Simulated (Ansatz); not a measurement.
System: Ag.

```xyz
24
Lattice="-6.6226 6.6226 0.0000 6.6226 0.0000 -6.6226 -3.3113 -3.3113 -3.3113" Properties=species:S:1:pos:R:3 pbc="T T T"
Ag    1.7531    1.7531   -4.8695
Ag   -1.5582   -1.5582   -1.5582
Ag   -4.8695    1.7531   -4.8695
Ag   -3.3113    3.3113    0.0000
Ag    0.0000    0.0000   -3.3113
Ag   -3.3113    3.3113   -6.6226
Ag    3.3113    0.0000   -3.3113
Ag    0.0000    3.3113   -6.6226
Ag   -3.3113    0.0000   -3.3113
Ag   -4.9669    4.9669   -1.6557
Ag   -1.6557    1.6557   -4.9670
Ag    1.6556   -1.6556   -8.2782
Ag    0.0000    3.3113   -3.3113
Ag    3.3113    0.0000   -6.6226
Ag   -6.6226    3.3113   -3.3113
Ag   -1.6556    1.6556   -1.6557
Ag    1.6557   -1.6557   -4.9670
Ag   -1.6557    1.6557   -8.2782
Ag   -1.6556    4.9669   -4.9670
Ag   -4.9670    1.6557   -1.6557
Ag   -1.6557   -1.6556   -4.9669
Ag    0.0000    0.0000    0.0000
Ag   -3.3113    3.3113   -3.3113
Ag    0.0000    0.0000   -6.6226
```

Space group R3m; a structure from a database of computed crystals, not necessarily the ambient phase; changed on purpose from its base cell (atom 1 (Ag) moved +0.169 A along Cartesian [1 1 1]); not relaxed (largest force 0.6 eV/Å); computed pressure about −11 GPa in this cell.

Computed with Ansatz, DFT LDA, scalar-relativistic, plane waves, PAW.

Predict the valence pseudo-density and electron localisation function between the atoms.

Answer. Ag–Ag (2.87 Å): ρ is about 0.22 e/Å³ halfway; the ELF is about 0.15 at the midpoint: no localised pair shows between them.

Metal or insulator at this level of theory?

Answer. It is gapless in this calculation (a metal or semimetal).

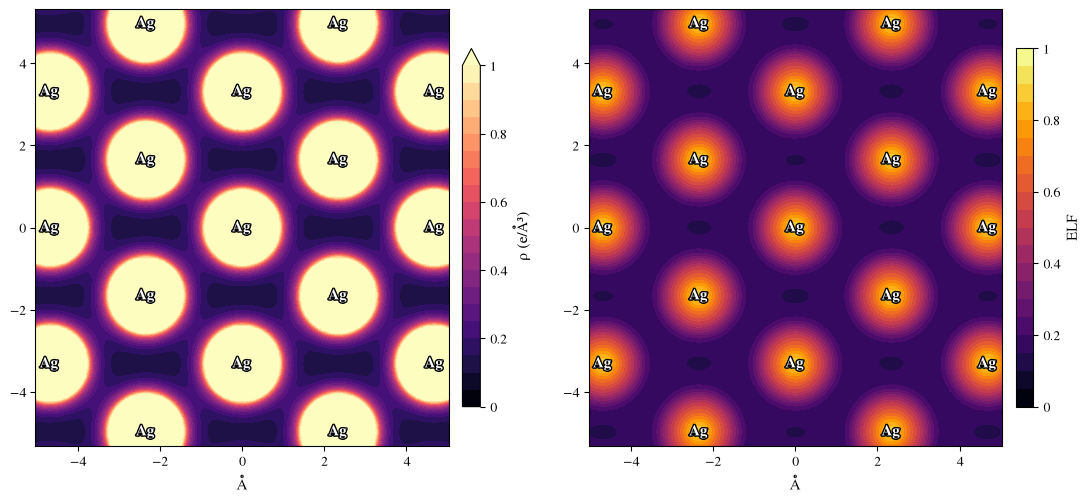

Computed valence pseudo-density and electron localisation function on the (101) plane of the conventional cell, in this order. 
